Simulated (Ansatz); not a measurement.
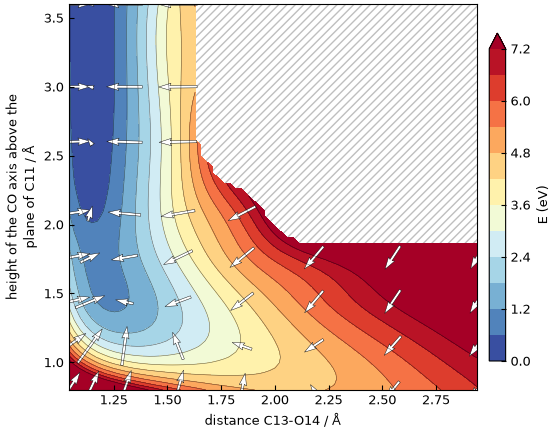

Energy landscape of CO on a C(100) slab cut from the P6/mmm phase, its upper half relaxed before the scan (12 atoms of substrate and one adsorbate in a 2 × 1 cell). CO lies flat over one site of a rigid substrate while its bond length and height are varied; it sits over a bridge site, heights counted from the top plane, its axis along the second surface vector. First axis: distance C13-O14. Second axis: height of the CO axis above the plane of C11. The scan uses an 8 × 8 grid. At 15 points there is no value (left out: too close to the surface, or the stretched molecule far from it). Points are written as (first, second). All energies are given in eV relative to the lowest grid point. All numbers below come from Ansatz 0.2.0, DFT PBE, scalar-relativistic, plane waves, PAW. Settings: cutoff 420 eV, k-mesh 6×3×1, gaussian smearing 0.1 eV, no spin polarisation.

In the figure: filled contours, arrows along the force (downhill), their lengths compressed, one colour for all values above the top of the scale, hatched blanks where no value was computed. Between grid points the surface is interpolated. 

**What does the map say about the system?**

The lowest grid point is at (1.140 Å, 3.60 Å). It lies on the edge of the grid, but the force there points inwards, so the minimum lies inside the range. The highest grid point, (1.040 Å, 0.80 Å), lies 15.0 eV above the lowest.

The values on the grid:

```csv
"second ↓, first →",1.040,1.140,1.300,1.549,1.847,2.182,2.548,2.941
3.60,0.7,0.0,1.1,4.1,–,–,–,–
3.00,0.7,0.0,1.1,4.1,–,–,–,–
2.60,0.8,0.1,1.1,4.0,–,–,–,–
2.08,1.3,0.5,1.3,3.8,6.3,–,–,–
1.76,2.0,1.0,1.3,3.1,5.2,7.1,8.6,9.8
1.44,2.9,1.4,1.1,2.4,4.1,5.8,7.3,8.7
1.12,5.5,3.4,2.4,2.7,3.6,4.8,6.1,7.5
0.80,15.0,11.6,8.5,6.1,4.9,4.8,5.4,6.5
```

Each point was launched as `ansatz run input.yaml --threads 1 --pin off --max-ram 3072MiB --backend cpu --events-out ev --progress --plain --runs-dir out`. Time for the 49 points that were run: 14 min on 1 thread of AMD EPYC 9R45 96-Core Processor (Zen 5), on a shared host.

PAW datasets: the set soft_1.
